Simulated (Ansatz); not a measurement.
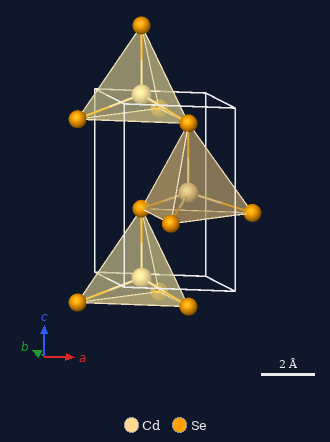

**Figure 1.** The structure as given in the input (polyhedral view of the cell of the calculation, seen slightly off an axis; polyhedra are completed across the faces of the cell).

**Band-structure calculation of CdSe (part 1 of 2)**

The run: band-structure calculation of CdSe (Cmc2₁, 4 atoms in the cell). Method and program: DFT, r2SCAN, plane waves, PAW, no spin polarisation (Ansatz 0.2.0).

The structure derives from an entry of the Crystallography Open Database. The geometry comes from this level: r2SCAN (a point of a series of strains). It belongs to a series of runs on one base structure; here: uniaxial_x strain +1.4%.

**Input**
```yaml
crystal:
  lattice:
    - [4.4001862812, 0.0, 0.0]
    - [-2.2000931406, 3.7591724385, 0.0]
    - [0.0, 0.0, 7.0766648688]
  atoms:
    - { symbol: Cd, position: [0.3337845341, 0.6675690682, 0.0037877876] }
    - { symbol: Cd, position: [0.6662154659, 0.3324309318, 0.5037877876] }
    - { symbol: Se, position: [0.330962931, 0.661925862, 0.3812122124] }
    - { symbol: Se, position: [0.669037069, 0.338074138, 0.8812122124] }
kpoints:
  mp_grid: { grid: [12, 12, 4] }
  band_path:
    path:
      - [0.0, 0.0, 0.0]
      - [0.5, 0.0, 0.0]
      - [0.3333333333, 0.3333333333, 0.0]
      - [0.0, 0.0, 0.5]
      - [0.5, 0.0, 0.5]
      - [0.3333333333, 0.3333333333, 0.5]
    npoints: 1
hamiltonian:
  xc: r2scan
scf:
  occupations: { method: fixed }
  n_extra_bands: 5
output:
  forces: true
  stress: true
  eigenvalues: true
  write_density: true
  write_potential: true
  elf: true
  volumetric_format: npy
```

Run on 4 threads of Arm Neoverse V2, 24 GiB of memory available, shared host.

Command:
```bash
ansatz run input.yaml --threads 4 --pin off --max-ram 4608MiB --backend cpu --events-out ev --progress --plain --runs-dir out
```

**Log**
```
scf.n_extra_bands = 5 over 36 filled bands (N_el = 72.0): the run solves 41 bands
Engine: ansatz 0.2.0, aarch64-unknown-linux-gnu
Pseudopotentials: kind: paw
Pseudopotential: Cd, paw, valence charge 20, recommended cutoff 500 eV (meta_gga), Cd.paw.azcp
Pseudopotential: Se, paw, valence charge 16, recommended cutoff 500 eV (meta_gga), Se.paw.azcp
Functional definition: r2SCAN
  parameter k0 = 0.174
  parameter k1 = 0.065
  parameter a1 = 4.9479
  exchange = r2scan_x(k0 = k0, k1 = k1, a1 = a1)
  correlation = r2scan_c
Crystal: 4 atoms, lattice volume = 117.056 Å³
Basis set: ecut = 500 eV, 2933 PW (Γ), exchange–correlation on 144×128×216 points (64 copies of the dense FFT grid, shifted against one another)
Bands: 41, of which v1, the nominal top of the filled ones, is band 36 counted from 1 (35 counted from 0)
Symmetry: 4 space group operations
Space group: Cmc21 (ITA 36), of the structure as read, at distance tolerance 4.9e-5 Å
k-points: 129 of 576 (time reversal used)
Non-local potential: Cd, projectors of the file, l = 0: 3, l = 1: 2, l = 2: 2, l = 3: 1
Non-local potential: Se, projectors of the file, l = 0: 2, l = 1: 2, l = 2: 3, l = 3: 1
PAW form: soft (Blöchl's): semilocal exchange-correlation on the pseudo side does not see the compensation charge
PAW frozen core: Cd, regenerated for the run's functional (the file was generated under x = pbe(κ = 0.804, μ = 0.2195149727645171), c = pbe(β = 0.06672455060314922))
PAW frozen core: Se, regenerated for the run's functional (the file was generated under x = pbe(κ = 0.804, μ = 0.2195149727645171), c = pbe(β = 0.06672455060314922))
PAW one-centre angular grid: Cd, 590 points (default); XC on 160 Gauss nodes
PAW one-centre angular grid: Se, 590 points (default); XC on 160 Gauss nodes
Initial density: superposition of atomic densities (neutral atoms: chi_scale 0, normalization atom), corrected by the library's trained network
Initial wavefunctions: pseudopotential atomic-orbital guess
Functional: x = r2scan, c = r2scan; τ floored in thin density (d = 2e-4 eV/Å³)
SCF iter   1: F=—  HF=-27495.652580 eV  |F-HF|=—  |Δ(HF+E_count)|=         —  Δρ=5.15e-3  dr2=1.95e-2  dr2_τ=2.98e-2  ethr=1.77e-3  ⟨swp⟩=5.0  Hψ=16150  notcnv=0  defer=384
preconditioner: auto → Resta (q_TF=auto, 2.516 Å⁻¹)  ε∞=4.2  [insulator: Δε(μ)=1.068 eV  Ē_g=11.591 eV  n_scr=34 (ndim 8)  ℏωp=20.6 eV  f_vac=0.213  ε∞_Penn≈4.2]
SCF iter   2: F=—  HF=-27495.666490 eV  |F-HF|=—  |Δ(HF+E_count)|=   1.39e-2  Δρ=2.89e-3  dr2=5.29e-3  dr2_τ=9.77e-4  ethr=2.71e-5  ⟨swp⟩=2.8  Hψ=10327  notcnv=0  defer=387
SCF iter   3: F=—  HF=-27495.668552 eV  |F-HF|=—  |Δ(HF+E_count)|=   2.06e-3  Δρ=9.09e-4  dr2=8.19e-4  dr2_τ=6.01e-5  ethr=7.35e-6  ⟨swp⟩=2.2  Hψ=6954  notcnv=0  defer=387
SCF iter   4: F=—  HF=-27495.668873 eV  |F-HF|=—  |Δ(HF+E_count)|=   3.22e-4  Δρ=1.97e-4  dr2=4.91e-5  dr2_τ=2.82e-6  ethr=1.14e-6  ⟨swp⟩=2.3  Hψ=8967  notcnv=0  defer=387
SCF iter   5: F=—  HF=-27495.668911 eV  |F-HF|=—  |Δ(HF+E_count)|=   3.80e-5  Δρ=6.79e-5  dr2=7.96e-6  dr2_τ=1.71e-7  ethr=6.81e-8  ⟨swp⟩=2.3  Hψ=8182  notcnv=0  defer=143
SCF iter   6: F=—  HF=-27495.668914 eV  |F-HF|=—  |Δ(HF+E_count)|=   3.08e-6  Δρ=2.00e-5  dr2=4.66e-7  dr2_τ=1.28e-8  ethr=1.11e-8  ⟨swp⟩=2.0  Hψ=7458  notcnv=0  defer=212
SCF iter   7: F=-27495.668915 eV  HF=-27495.668915 eV  |F-HF|=1.59e-8  |Δ(HF+E_count)|=   2.61e-7  Δρ=5.15e-6  dr2=3.03e-8  dr2_τ=1.28e-9  ethr=1.39e-10  ⟨swp⟩=13.0  Hψ=37581  notcnv=0
SCF 1 converged in 7 iterations: F = -27495.668915 eV  dr2 = 3.03e-8
  greatest PAW one-centre occupation: 1.001 electrons in one spin orbital (limit 2), on the Cd atom at site 1 (counted from 0), in its partial waves of l = 1
```

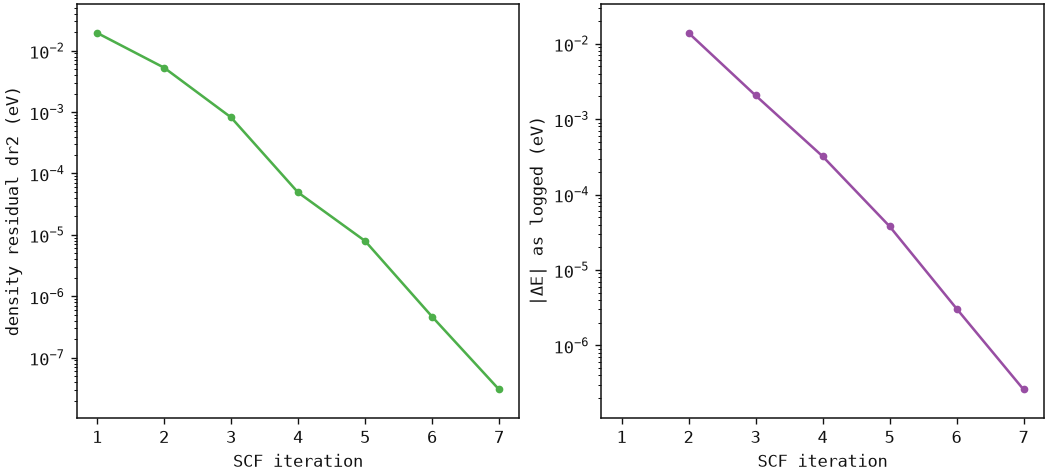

**Figure 2.** Convergence of the self-consistent field: density residual dr2 and size of the energy change against the SCF iteration. The residual falls at every step.

```
NSCF: frozen V_eff on 6 k-points
SCF converged after 7 iterations
Free energy (F): -27495.668915 eV
Harris-Foulkes:  -27495.668915 eV  (|F-HF|=1.59e-8)
Internal energy: -27495.668915 eV  (E = F + TS)
E sigma→0 (E₀):  -27495.668915 eV
Fermi energy:    6.634751 eV
--- Per-component energies (eV) ---
  E_band       = -1889.313723
  E_kinetic    = 1247.648893
  E_local      = -12967.611717  (includes V_loc(G=0)·N_el)
  E_nonlocal   = -1121.193322
  E_hartree    = 6159.588949
  E_xc         = -532.736065
  E_vxc        = -702.551028  (∫ρ·V_xc dr)
  E_paw        = -12063.026212  (= ΣΔE_a)
  E_vpaw       = -709.825072  (= ΣTr[D̂ρ^β])
  E_aug_tail   = -0.000411  (compensation charges beyond the density's cutoff)
  E_vtau       = 45.027352  (kinetic-family band-sum trace: ∫τ·v_τ [+ j·A + Jᵃ·Aᵃ] dr)
  E_ewald      = -8213.679949
  E_core_change = -4.659082  (= ΣΔE_core)
  E_smearing   = -0.000000  (= −TS)
  E_closure    = -0.000000  (closes the sum)
  Σ components = -27495.668915   (vs F -27495.668915, Δ=0.00e0)
--- Forces (eV/Å), atoms counted from 1 ---
  atom   1  Cd     0.00000000     0.00014970    -0.00114470
  atom   2  Cd     0.00000000    -0.00014970    -0.00114470
  atom   3  Se     0.00000000     0.00070640     0.00113418
  atom   4  Se     0.00000000    -0.00070640     0.00113418
  max |Σ_I F_I| component: 2.10e-5 eV/Å
--- Stress (GPa, compression-positive) ---
       -0.981529       0.000000       0.000000
        0.000000      -0.597382       0.000000
        0.000000       0.000000      -0.478395
  P = ⅓ Tr σ = -0.6858 GPa (-6.858 kbar)
--- Band table (eV; the first three rows and the last of 129) ---
  k-point 0: bands = ["-97.7200", "-97.7200", "-57.8819", "-57.8818", "-57.8793", "-57.8792", "-57.8792", "-57.8792", "-40.6447", "-40.6447", "-40.6442", "-40.6442", "-40.6422", "-40.6421", "-40.6402", "-40.6402", "-40.6383", "-40.6383", "-6.1653", "-5.8100", "-1.4444", "-1.4429", "-1.4397", "-1.3787", "-1.3742", "-1.1292", "-1.1287", "-1.0731", "-1.0722", "-0.8086", "2.4657", "5.8521", "5.9248", "6.5895", "6.5984", "6.6348", "7.6965", "9.1999", "12.9306", "13.0499", "13.3766"]
  k-point 1: bands = ["-97.7200", "-97.7200", "-57.8819", "-57.8819", "-57.8793", "-57.8792", "-57.8792", "-57.8792", "-40.6447", "-40.6447", "-40.6442", "-40.6442", "-40.6422", "-40.6422", "-40.6402", "-40.6402", "-40.6383", "-40.6383", "-6.1127", "-5.8610", "-1.4355", "-1.4321", "-1.4003", "-1.3903", "-1.3858", "-1.1193", "-1.1189", "-1.0795", "-1.0787", "-0.9788", "2.9625", "5.5262", "5.9527", "6.0232", "6.4733", "6.5241", "8.6588", "9.2978", "12.8742", "13.0184", "13.1197"]
  k-point 2: bands = ["-97.7200", "-97.7200", "-57.8819", "-57.8819", "-57.8793", "-57.8793", "-57.8792", "-57.8792", "-40.6447", "-40.6447", "-40.6442", "-40.6442", "-40.6422", "-40.6422", "-40.6402", "-40.6402", "-40.6383", "-40.6383", "-5.9861", "-5.9861", "-1.4150", "-1.4150", "-1.4110", "-1.4110", "-1.2450", "-1.2450", "-1.0977", "-1.0977", "-1.0970", "-1.0970", "4.1242", "4.1242", "6.2052", "6.2052", "6.2671", "6.2671", "9.3609", "9.3609", "12.8741", "12.8741", "13.3334"]
  k-point 128: bands = ["-97.7200", "-97.7200", "-57.8819", "-57.8819", "-57.8794", "-57.8794", "-57.8793", "-57.8793", "-40.6447", "-40.6447", "-40.6442", "-40.6442", "-40.6422", "-40.6422", "-40.6402", "-40.6402", "-40.6383", "-40.6383", "-5.7610", "-5.7610", "-1.3196", "-1.3196", "-1.2926", "-1.2926", "-1.1527", "-1.1527", "-1.0965", "-1.0965", "-0.7985", "-0.7985", "2.8307", "2.8307", "4.6963", "4.6963", "5.5191", "5.5191", "10.7595", "10.7595", "12.5293", "12.5293", "13.3964"]
```

**File bands.tsv**
```
# k_distance	band_0	band_1	band_2	band_3	band_4	band_5	band_6	band_7	band_8	band_9	band_10	band_11	band_12	band_13	band_14	band_15	band_16	band_17	band_18	band_19	band_20	band_21	band_22	band_23	band_24	band_25	band_26	band_27	band_28	band_29	band_30	band_31	band_32	band_33	band_34	band_35	band_36	band_37	band_38	band_39	band_40
# fermi_ev = 6.634751
# lock_threshold_ev = 1e-6
# [0, 0, 0] at k_distance = 0.000000
# [0.5, 0, 0] at k_distance = 0.827257
# [0.3333333333, 0.3333333333, 0] at k_distance = 1.308135
# [0, 0, 0.5] at k_distance = 2.367405
# [0.5, 0, 0.5] at k_distance = 3.194663
# [0.3333333333, 0.3333333333, 0.5] at k_distance = 3.675541
# levels_relative_to = fermi_ev
# free_energy_ev = -27495.668915
# largest_residual_norms_ev = 1.738e-3 1.880e-3 3.491e-4 3.170e-4 3.408e-4 3.352e-4 3.129e-4 3.642e-4 2.326e-4 2.469e-4 1.905e-4 2.270e-4 2.260e-4 1.948e-4 1.827e-4 2.165e-4 2.499e-4 1.478e-4 2.285e-4 2.524e-4 1.301e-4 1.401e-4 1.297e-4 1.585e-4 1.295e-4 1.514e-4 1.099e-4 1.181e-4 1.663e-4 2.049e-4 6.266e-4 1.083e-3 1.046e-3 1.203e-3 1.181e-3 1.330e-3 6.247e-4 8.953e-4 1.169e-3 1.951e-3 1.084e-3
0.000000	-104.354766	-104.354755	-64.516663	-64.516593	-64.514100	-64.513961	-64.513957	-64.513908	-47.279488	-47.279479	-47.278934	-47.278922	-47.276938	-47.276897	-47.274990	-47.274925	-47.273076	-47.273015	-12.800089	-12.444733	-8.079164	-8.077605	-8.074440	-8.013465	-8.008999	-7.763975	-7.763450	-7.707821	-7.706914	-7.443396	-4.169026	-0.782689	-0.709956	-0.045226	-0.036331	0.000000	1.061734	2.565147	6.295828	6.415113	6.741880
0.827257	-104.354784	-104.354771	-64.516679	-64.516676	-64.514142	-64.514077	-64.514026	-64.514021	-47.279480	-47.279444	-47.278984	-47.278982	-47.276925	-47.276885	-47.274951	-47.274949	-47.273058	-47.273007	-12.457476	-12.344983	-8.001821	-7.989601	-7.865624	-7.848908	-7.831970	-7.785584	-7.724206	-7.683929	-7.483944	-7.369187	-4.027902	-3.492332	-2.516638	-1.753708	-1.257478	-0.707344	3.633747	3.716618	5.155412	6.483404	6.978200
1.308135	-104.354780	-104.354780	-64.516728	-64.516690	-64.514095	-64.514084	-64.514065	-64.514029	-47.279520	-47.279465	-47.278960	-47.278958	-47.276918	-47.276878	-47.274956	-47.274922	-47.273062	-47.273015	-12.373379	-12.372493	-8.014681	-7.906537	-7.905557	-7.857066	-7.770380	-7.767882	-7.757578	-7.714125	-7.349633	-7.346835	-3.625188	-3.607638	-2.917071	-1.776559	-1.769204	-1.597180	4.611303	5.087412	5.102260	7.244650	7.476223
2.367405	-104.354764	-104.354764	-64.516627	-64.516627	-64.514035	-64.514035	-64.513932	-64.513932	-47.279483	-47.279483	-47.278928	-47.278928	-47.276917	-47.276917	-47.274957	-47.274957	-47.273046	-47.273046	-12.620815	-12.620815	-8.049738	-8.049738	-8.045771	-8.045771	-7.879740	-7.879740	-7.732406	-7.732406	-7.731796	-7.731796	-2.510530	-2.510530	-0.429566	-0.429566	-0.367667	-0.367667	2.726130	2.726130	6.239356	6.239356	6.698686
3.194663	-104.354773	-104.354773	-64.516677	-64.516677	-64.514125	-64.514125	-64.514006	-64.514006	-47.279463	-47.279463	-47.278982	-47.278982	-47.276904	-47.276904	-47.274950	-47.274950	-47.273033	-47.273033	-12.394664	-12.394664	-7.968974	-7.968974	-7.924402	-7.924402	-7.782979	-7.782979	-7.710313	-7.710313	-7.436793	-7.436793	-4.049601	-4.049601	-1.278075	-1.278075	-1.254667	-1.254667	3.342356	3.342356	5.275961	5.275961	8.055638
```
